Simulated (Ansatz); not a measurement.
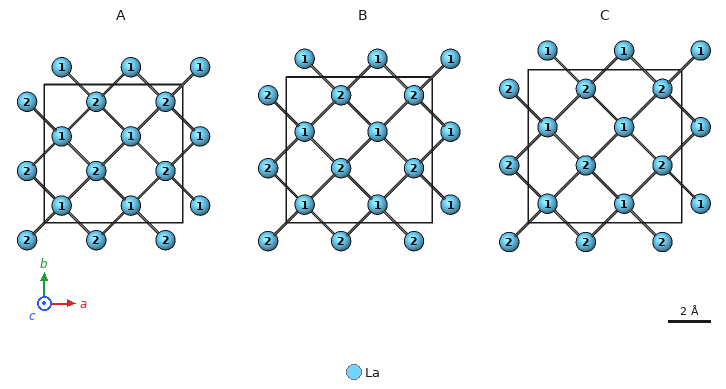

3 geometries from one relaxation of a crystal of La (a generated structure, set up in Fd-3m), in shuffled order. Style: ball-and-stick. Shown: the conventional cell (4 times the calculation's cell), along the c axis. Lengths and directions refer to the drawn axes.

Phase: diamond.

The calculation used DFT, PBE, plane waves (420 eV) with PAW, scalar-relativistic (Ansatz 0.2.0). Settings: plane-wave cutoff 420 eV; k-point mesh 8 × 8 × 8; occupations fermi dirac; smearing width 0.05 eV; collinear spin; cell and atoms relaxed; force threshold 0.01 eV/Å; at most 60 steps.

> Put them in the order of the run, from the start to the converged end.

C, B, A. They are steps 0, 1, 3, at +0.581 eV per cell of the calculation, +0.201 eV per cell of the calculation relative to the last. No atom moves by more than 0.005 Å relative to the cell. Cell: a = b = c 7.393 → 6.679 Å (−9.7 %). Volume −26.3 %. Some distances before and after: La1–La2 3.201 → 2.892 Å. The space group stays Fd-3m (No. 227). Over 2 accepted moves (3 points after the start) the energy falls by 0.581 eV per cell of the calculation. All forces vanish by symmetry, so only the cell relaxes. The pressure goes from −4.37 to 0.00 GPa. The SCF was repeated once at an unchanged geometry on a basis and grid sized afresh for the cell, which shifted the energy by 1.3 meV per cell of the calculation at most. The program noted that the starting moments weren't kept. Cost: 21 s on 2 threads of Arm Neoverse V1 (shared host), peak memory 0.41 GiB.
